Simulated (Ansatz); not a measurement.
Elastic-constant calculation, with input and output: MgSe (part 1 of 2)

System: MgSe (2 atoms in the cell).
Method: DFT, r2SCAN, all-electron PAW with datasets made for the crystal, scalar-relativistic; elastic constants from stresses of strained cells, no spin polarisation (Ansatz 0.2.0).

The structure derives from an entry of the Crystallography Open Database. It belongs to a series of runs on one base structure; here: crystal datasets in place of LAPW. Figures and captions count atoms from 1; the log counts them from 0 in places.

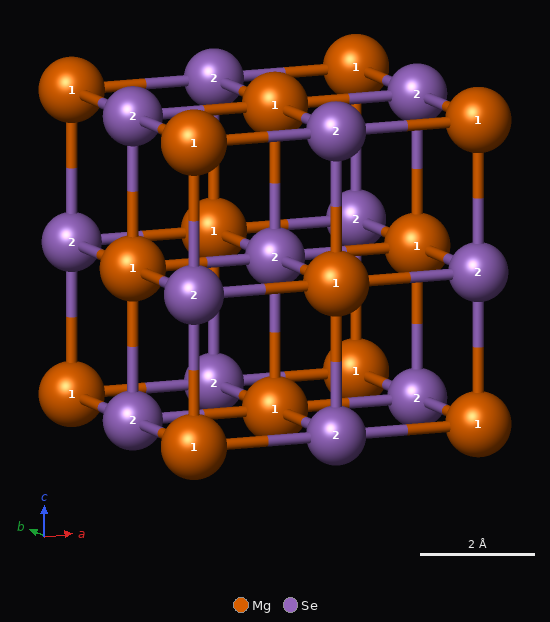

Fig. 1: The structure as given in the input (ball-and-stick view of the cell 4 times as large as that of the calculation, set on its symmetry axes, seen slightly off an axis; atoms are numbered from 1 in the order of the input). Near neighbours in the crystal (not all of them lie inside the picture): Mg has 6 Se at 2.74 Å; Se has 6 Mg at 2.74 Å.

The input
```yaml
crystal:
  lattice:
    - [0.0, 2.7361030264, 2.7361030264]
    - [2.7361030264, 0.0, 2.7361030264]
    - [2.7361030264, 2.7361030264, 0.0]
  atoms:
    - { symbol: Mg, position: [0.0, 0.0, 0.0] }
    - { symbol: Se, position: [0.5, 0.5, 0.5] }
kpoints:
  mp_grid: { grid: [8, 8, 8] }
scf:
  occupations: { method: fixed }
hamiltonian:
  xc: r2scan
  pseudopotentials: { kind: all_electron, datasets: crystal }
elastic:
  mode: relaxed_ion
  stencil: two_point
  amplitude: 0.003
```

Machine: 1 thread of Intel Xeon (Sapphire Rapids), 64 GiB of memory available, shared host.

Command:
```bash
ansatz run input.yaml --threads 1 --pin off --max-ram 2560MiB --backend cpu --events-out ev --progress --plain --runs-dir out
```

Output
```
hamiltonian.pseudopotentials.datasets: crystal makes datasets for this crystal and solves the spheres of its atoms anew in each pass: cutoff 200.0 eV, the density's 1400.0 eV; recipe 99bc8ccf3405.33.16, for an error of 0.50 meV an atom under PBE, 1.0 meV for the cell; an energy difference from a run of another recipe may be off by several times the error for the cell, under r2SCAN by more, where some 0.1 meV an atom stays at smaller errors; Mg in spheres of 1.291 Å, 10 of its electrons in bands; Se in spheres of 1.360 Å, 6 of its electrons in bands
Engine: ansatz 0.2.0, x86_64-unknown-linux-gnu
Pseudopotentials: kind: all_electron
Pseudopotential: Mg, paw, valence charge 10, recommended cutoff 200 eV (normal), crystal/all_electron/r2scan/scalar/gaussian/Mg, Koelling and Harmon's equation, gaussian nucleus
Pseudopotential: Se, paw, valence charge 6, recommended cutoff 200 eV (normal), crystal/all_electron/r2scan/scalar/gaussian/Se, Koelling and Harmon's equation, gaussian nucleus
Functional definition: r2SCAN
  parameter k0 = 0.174
  parameter k1 = 0.065
  parameter a1 = 4.9479
  exchange = r2scan_x(k0 = k0, k1 = k1, a1 = a1)
  correlation = r2scan_c
davidson cushion auto → on  (no smearing: the cushion is to keep the highest requested band from converging to the state above it; pin scf.eigensolver.cushion to override)
Crystal: 2 atoms, lattice volume = 40.966 Å³
Basis set: ecut = 200 eV, 259 PW (Γ), exchange–correlation on 96×96×96 points (64 copies of the dense FFT grid, shifted against one another)
Bands: 12, of which v1, the nominal top of the filled ones, is band 8 counted from 1 (7 counted from 0)
Symmetry: 48 space group operations
Space group: Fm-3m (ITA 225), of the structure as read, at distance tolerance 3.4e-5 Å
k-points: 29 of 512
Non-local potential: Mg, projectors of the file, l = 0: 3, l = 1: 3
Non-local potential: Se, projectors of the file, l = 0: 1, l = 1: 1
PAW form: soft (Blöchl's): semilocal exchange-correlation on the pseudo side does not see the compensation charge
PAW one-centre angular grid: Mg, 302 points (default); XC on its mesh's 1993 points in the sphere
PAW one-centre angular grid: Se, 302 points (default); XC on its mesh's 1899 points in the sphere
Initial density: superposition of atomic densities (neutral atoms: chi_scale 0, normalization atom)
Initial wavefunctions: pseudopotential atomic-orbital guess
Functional: x = r2scan, c = r2scan; τ floored in thin density (d = 2e-4 eV/Å³)
iter 1 solved again at ethr=5.90e-3 eV; its pass at ethr=1.00e-1 eV (dr2=9.44e-1 eV) is discarded
SCF iter   1: F=—  HF=-71594.164403 eV  |F-HF|=—  |Δ(HF+E_count)|=         —  Δρ=3.55e-2  dr2=9.26e-1  dr2_τ=1.38e-2  ethr=5.90e-3  ⟨swp⟩=3.3  Hψ=2269  notcnv=0
preconditioner: auto → none  [insulator: Δε(μ)=2.923 eV  Ē_g=12.336 eV  n_scr=14 (ndim 8)  ℏωp=16.4 eV  f_vac=0.000  ε∞_Penn≈2.8]
iter 2 solved again at ethr=5.29e-4 eV; its pass at ethr=5.78e-3 eV (dr2=8.46e-2 eV) is discarded
SCF iter   2: F=—  HF=-71594.110175 eV  |F-HF|=—  |Δ(HF+E_count)|=   5.42e-2  Δρ=1.42e-2  dr2=8.40e-2  dr2_τ=3.81e-3  ethr=5.29e-4  ⟨swp⟩=2.2  Hψ=1880  notcnv=0
SCF iter   3: F=—  HF=-71594.107386 eV  |F-HF|=—  |Δ(HF+E_count)|=   2.79e-3  Δρ=5.17e-3  dr2=8.10e-3  dr2_τ=1.43e-5  ethr=5.25e-4  ⟨swp⟩=2.9  Hψ=869  notcnv=0
SCF iter   4: F=—  HF=-71594.108827 eV  |F-HF|=—  |Δ(HF+E_count)|=   1.44e-3  Δρ=1.06e-3  dr2=4.25e-4  dr2_τ=4.62e-6  ethr=5.06e-5  ⟨swp⟩=3.0  Hψ=938  notcnv=0
SCF iter   5: F=—  HF=-71594.110744 eV  |F-HF|=—  |Δ(HF+E_count)|=   1.92e-3  Δρ=2.09e-4  dr2=1.78e-5  dr2_τ=3.12e-6  ethr=2.66e-6  ⟨swp⟩=2.0  Hψ=1986  notcnv=0
SCF iter   6: F=—  HF=-71594.110960 eV  |F-HF|=—  |Δ(HF+E_count)|=   2.15e-4  Δρ=8.17e-4  dr2=4.25e-4  dr2_τ=2.79e-6  ethr=1.11e-7  ⟨swp⟩=3.5  Hψ=1179  notcnv=0
SCF iter   7: F=—  HF=-71594.110796 eV  |F-HF|=—  |Δ(HF+E_count)|=   1.64e-4  Δρ=2.37e-4  dr2=4.01e-5  dr2_τ=1.03e-6  ethr=1.11e-7  ⟨swp⟩=3.1  Hψ=1162  notcnv=0
SCF iter   8: F=—  HF=-71594.110751 eV  |F-HF|=—  |Δ(HF+E_count)|=   4.51e-5  Δρ=4.40e-5  dr2=8.88e-7  dr2_τ=3.24e-7  ethr=1.11e-7  ⟨swp⟩=3.0  Hψ=1154  notcnv=0
SCF iter   9: F=—  HF=-71594.110746 eV  |F-HF|=—  |Δ(HF+E_count)|=   4.67e-6  Δρ=2.82e-5  dr2=3.42e-7  dr2_τ=7.77e-8  ethr=5.55e-9  ⟨swp⟩=3.0  Hψ=1154  notcnv=0
SCF iter  10: F=—  HF=-71594.110854 eV  |F-HF|=—  |Δ(HF+E_count)|=   1.08e-4  Δρ=1.09e-5  dr2=2.33e-8  dr2_τ=5.04e-9  ethr=2.14e-9  ⟨swp⟩=3.7  Hψ=1337  notcnv=0
SCF iter  11: F=—  HF=-71594.110855 eV  |F-HF|=—  |Δ(HF+E_count)|=   3.11e-7  Δρ=1.29e-6  dr2=2.00e-10  dr2_τ=9.68e-11  ethr=1.45e-10  ⟨swp⟩=2.0  Hψ=3073  notcnv=0
SCF iter  12: F=—  HF=-71594.110855 eV  |F-HF|=—  |Δ(HF+E_count)|=  4.80e-10  Δρ=9.39e-7  dr2=7.41e-11  dr2_τ=1.10e-11  ethr=1.25e-12  ⟨swp⟩=3.0  Hψ=1137  notcnv=0  defer=1
SCF iter  13: F=—  HF=-71594.110855 eV  |F-HF|=—  |Δ(HF+E_count)|=  4.37e-10  Δρ=2.09e-7  dr2=4.10e-12  dr2_τ=1.46e-12  ethr=1.00e-12  ⟨swp⟩=2.1  Hψ=3027  notcnv=0
SCF iter  14: F=—  HF=-71594.110855 eV  |F-HF|=—  |Δ(HF+E_count)|=    0.00e0  Δρ=6.26e-8  dr2=5.70e-13  dr2_τ=7.68e-14  ethr=1.00e-12  ⟨swp⟩=2.8  Hψ=839  notcnv=0
SCF iter  15: F=—  HF=-71594.110855 eV  |F-HF|=—  |Δ(HF+E_count)|=  1.46e-11  Δρ=1.43e-8  dr2=2.94e-14  dr2_τ=1.48e-14  ethr=1.00e-12  ⟨swp⟩=2.1  Hψ=815  notcnv=0
SCF iter  16: F=—  HF=-71594.110855 eV  |F-HF|=—  |Δ(HF+E_count)|=  1.46e-11  Δρ=2.30e-9  dr2=1.80e-15  dr2_τ=2.11e-16  ethr=1.00e-12  ⟨swp⟩=2.1  Hψ=815  notcnv=0
SCF iter  17: F=—  HF=-71594.110855 eV  |F-HF|=—  |Δ(HF+E_count)|=  4.37e-11  Δρ=9.35e-9  dr2=4.87e-15  dr2_τ=1.78e-15  ethr=1.00e-12  ⟨swp⟩=2.1  Hψ=815  notcnv=0
SCF iter  18: F=-71594.110855 eV  HF=-71594.110855 eV  |F-HF|=0.00e0  |Δ(HF+E_count)|=  8.73e-11  Δρ=1.05e-9  dr2=8.67e-16  dr2_τ=5.41e-18  ethr=1.00e-12  ⟨swp⟩=2.1  Hψ=815  notcnv=0
SCF 1 converged in 18 iterations: F = -71594.110855 eV  dr2 = 8.67e-16
  Residual-converged pass: ⟨swp⟩=3.0  Hψ=1083  notcnv=0  reapply=10  max |occ|·‖R‖ = 8.6e-9 eV (tolerance 1.0e-8 eV)  dr2=8.53e-16  dr2_τ=5.83e-18  dr2_onsite=6.37e-14  max |Δocc| = 0.0e0
  greatest PAW one-centre occupation: 1.011 electrons in one spin orbital (limit 2), on the Mg atom at site 0 (counted from 0), in its partial waves of l = 1
Crystal: 2 atoms, lattice volume = 40.843 Å³
Symmetry: 16 space group operations
k-points: 59 of 512
Initial density: handed on by an earlier stage of this run
Initial wavefunctions: those handed on with the density
iter 1 solved again at ethr=9.25e-8 eV; its pass at ethr=1.00e-1 eV (dr2=1.48e-5 eV) is discarded
SCF iter   1: F=—  HF=-71594.110581 eV  |F-HF|=—  |Δ(HF+E_count)|=         —  Δρ=1.55e-4  dr2=1.39e-5  dr2_τ=6.35e-6  ethr=9.25e-8  ⟨swp⟩=5.4  Hψ=6091  notcnv=0  defer=13
preconditioner: auto → none  [insulator: Δε(μ)=2.458 eV  Ē_g=11.997 eV  n_scr=14 (ndim 8)  ℏωp=16.4 eV  f_vac=0.000  ε∞_Penn≈2.9]
SCF iter   2: F=—  HF=-71594.110610 eV  |F-HF|=—  |Δ(HF+E_count)|=   2.91e-5  Δρ=7.81e-5  dr2=3.47e-6  dr2_τ=6.93e-9  ethr=8.70e-8  ⟨swp⟩=3.4  Hψ=2147  notcnv=0  defer=2
SCF iter   3: F=—  HF=-71594.110617 eV  |F-HF|=—  |Δ(HF+E_count)|=   6.47e-6  Δρ=4.35e-5  dr2=1.38e-6  dr2_τ=6.67e-8  ethr=2.17e-8  ⟨swp⟩=2.1  Hψ=5870  notcnv=0  defer=2
SCF iter   4: F=—  HF=-71594.110618 eV  |F-HF|=—  |Δ(HF+E_count)|=   1.20e-6  Δρ=8.29e-5  dr2=5.31e-6  dr2_τ=1.56e-7  ethr=8.61e-9  ⟨swp⟩=3.2  Hψ=2374  notcnv=0  defer=1
iter 5 solved again at ethr=8.04e-10 eV; its pass at ethr=8.61e-9 eV (dr2=1.29e-7 eV) is discarded
SCF iter   5: F=—  HF=-71594.110724 eV  |F-HF|=—  |Δ(HF+E_count)|=   1.05e-4  Δρ=2.09e-5  dr2=1.29e-7  dr2_τ=1.95e-8  ethr=8.04e-10  ⟨swp⟩=2.1  Hψ=7753  notcnv=0  defer=3
SCF iter   6: F=—  HF=-71594.110724 eV  |F-HF|=—  |Δ(HF+E_count)|=   7.46e-8  Δρ=6.22e-6  dr2=1.92e-8  dr2_τ=3.13e-10  ethr=8.04e-10  ⟨swp⟩=3.3  Hψ=2132  notcnv=0  defer=1
SCF iter   7: F=—  HF=-71594.110724 eV  |F-HF|=—  |Δ(HF+E_count)|=   2.94e-9  Δρ=1.50e-6  dr2=1.56e-9  dr2_τ=1.11e-10  ethr=1.20e-10  ⟨swp⟩=2.1  Hψ=5882  notcnv=0  defer=4
SCF iter   8: F=—  HF=-71594.110724 eV  |F-HF|=—  |Δ(HF+E_count)|=   1.22e-9  Δρ=6.31e-7  dr2=1.14e-10  dr2_τ=7.42e-13  ethr=9.72e-12  ⟨swp⟩=3.1  Hψ=1929  notcnv=0  defer=3
SCF iter   9: F=—  HF=-71594.110724 eV  |F-HF|=—  |Δ(HF+E_count)|=   1.00e-9  Δρ=1.90e-7  dr2=2.32e-11  dr2_τ=8.20e-13  ethr=1.00e-12  ⟨swp⟩=2.3  Hψ=4246  notcnv=0
SCF iter  10: F=—  HF=-71594.110724 eV  |F-HF|=—  |Δ(HF+E_count)|=  4.37e-11  Δρ=5.85e-8  dr2=2.24e-12  dr2_τ=5.45e-14  ethr=1.00e-12  ⟨swp⟩=2.3  Hψ=1670  notcnv=0
SCF iter  11: F=—  HF=-71594.110724 eV  |F-HF|=—  |Δ(HF+E_count)|=  1.31e-10  Δρ=1.18e-8  dr2=6.56e-14  dr2_τ=1.42e-14  ethr=1.00e-12  ⟨swp⟩=2.3  Hψ=1667  notcnv=0
SCF iter  12: F=-71594.110724 eV  HF=-71594.110724 eV  |F-HF|=1.46e-11  |Δ(HF+E_count)|=  7.28e-11  Δρ=3.27e-9  dr2=6.59e-15  dr2_τ=1.99e-16  ethr=1.00e-12  ⟨swp⟩=2.3  Hψ=1670  notcnv=0
SCF 2 converged in 12 iterations: F = -71594.110724 eV  dr2 = 6.59e-15
  Residual-converged pass: ⟨swp⟩=3.8  Hψ=2566  notcnv=0  reapply=38  max |occ|·‖R‖ = 1.0e-8 eV (tolerance 1.0e-8 eV)  dr2=6.94e-15  dr2_τ=1.89e-16  dr2_onsite=1.22e-14  max |Δocc| = 0.0e0
Crystal: 2 atoms, lattice volume = 41.089 Å³
Basis set: ecut = 200 eV, 267 PW (Γ), exchange–correlation on 96×96×96 points (64 copies of the dense FFT grid, shifted against one another)
iter 1 solved again at ethr=1.26e-10 eV; its pass at ethr=1.00e-1 eV (dr2=2.02e-8 eV) is discarded
SCF iter   1: F=—  HF=-71594.110589 eV  |F-HF|=—  |Δ(HF+E_count)|=         —  Δρ=6.51e-6  dr2=8.69e-9  dr2_τ=1.17e-9  ethr=1.26e-10  ⟨swp⟩=3.9  Hψ=11305  notcnv=0  defer=18  reapply=32
preconditioner: auto → none  [insulator: Δε(μ)=2.451 eV  Ē_g=11.960 eV  n_scr=14 (ndim 8)  ℏωp=16.4 eV  f_vac=0.000  ε∞_Penn≈2.9]
SCF iter   2: F=—  HF=-71594.110699 eV  |F-HF|=—  |Δ(HF+E_count)|=   1.10e-4  Δρ=3.61e-6  dr2=4.77e-9  dr2_τ=6.99e-10  ethr=5.43e-11  ⟨swp⟩=2.2  Hψ=6814  notcnv=0  defer=5
SCF iter   3: F=—  HF=-71594.110699 eV  |F-HF|=—  |Δ(HF+E_count)|=   1.24e-8  Δρ=1.68e-6  dr2=5.70e-10  dr2_τ=1.40e-11  ethr=2.98e-11  ⟨swp⟩=3.1  Hψ=2115  notcnv=0  defer=3
iter 4 solved again at ethr=1.00e-12 eV; its pass at ethr=3.56e-12 eV (dr2=4.01e-11 eV) is discarded
SCF iter   4: F=—  HF=-71594.110699 eV  |F-HF|=—  |Δ(HF+E_count)|=   1.38e-9  Δρ=5.41e-7  dr2=4.02e-11  dr2_τ=6.01e-13  ethr=1.00e-12  ⟨swp⟩=2.5  Hψ=5736  notcnv=0
SCF iter   5: F=—  HF=-71594.110699 eV  |F-HF|=—  |Δ(HF+E_count)|=  2.62e-10  Δρ=1.95e-7  dr2=4.79e-12  dr2_τ=1.06e-13  ethr=1.00e-12  ⟨swp⟩=3.4  Hψ=1874  notcnv=0
SCF iter   6: F=—  HF=-71594.110699 eV  |F-HF|=—  |Δ(HF+E_count)|=  8.73e-11  Δρ=2.49e-8  dr2=1.27e-13  dr2_τ=1.03e-14  ethr=1.00e-12  ⟨swp⟩=2.4  Hψ=1677  notcnv=0
SCF iter   7: F=—  HF=-71594.110699 eV  |F-HF|=—  |Δ(HF+E_count)|=  2.91e-11  Δρ=1.02e-8  dr2=7.08e-14  dr2_τ=4.26e-15  ethr=1.00e-12  ⟨swp⟩=2.3  Hψ=1671  notcnv=0
SCF iter   8: F=—  HF=-71594.110699 eV  |F-HF|=—  |Δ(HF+E_count)|=  5.82e-11  Δρ=1.76e-8  dr2=1.49e-14  dr2_τ=9.92e-15  ethr=1.00e-12  ⟨swp⟩=2.3  Hψ=1671  notcnv=0
SCF iter   9: F=—  HF=-71594.110699 eV  |F-HF|=—  |Δ(HF+E_count)|=  4.37e-11  Δρ=4.55e-9  dr2=4.90e-15  dr2_τ=7.22e-16  ethr=1.00e-12  ⟨swp⟩=2.3  Hψ=1672  notcnv=0
SCF iter  10: F=—  HF=-71594.110699 eV  |F-HF|=—  |Δ(HF+E_count)|=  2.91e-11  Δρ=2.33e-9  dr2=7.67e-16  dr2_τ=1.16e-16  ethr=1.00e-12  ⟨swp⟩=2.4  Hψ=1673  notcnv=0
SCF iter  11: F=—  HF=-71594.110699 eV  |F-HF|=—  |Δ(HF+E_count)|=  4.37e-11  Δρ=1.11e-9  dr2=3.65e-16  dr2_τ=2.73e-17  ethr=1.00e-12  ⟨swp⟩=2.3  Hψ=1670  notcnv=0
SCF iter  12: F=-71594.110699 eV  HF=-71594.110699 eV  |F-HF|=1.46e-11  |Δ(HF+E_count)|=  8.73e-11  Δρ=3.24e-10  dr2=3.58e-17  dr2_τ=4.59e-19  ethr=1.00e-12  ⟨swp⟩=2.4  Hψ=1676  notcnv=0
SCF 3 converged in 12 iterations: F = -71594.110700 eV  dr2 = 3.58e-17
  Residual-converged pass: ⟨swp⟩=2.9  Hψ=1877  notcnv=0  reapply=21  max |occ|·‖R‖ = 9.5e-9 eV (tolerance 1.0e-8 eV)  dr2=4.19e-17  dr2_τ=6.08e-19  dr2_onsite=4.41e-16  max |Δocc| = 0.0e0
Symmetry: 8 space group operations
k-points: 95 of 512
iter 1 solved again at ethr=4.47e-8 eV; its pass at ethr=1.00e-1 eV (dr2=7.15e-6 eV) is discarded
```
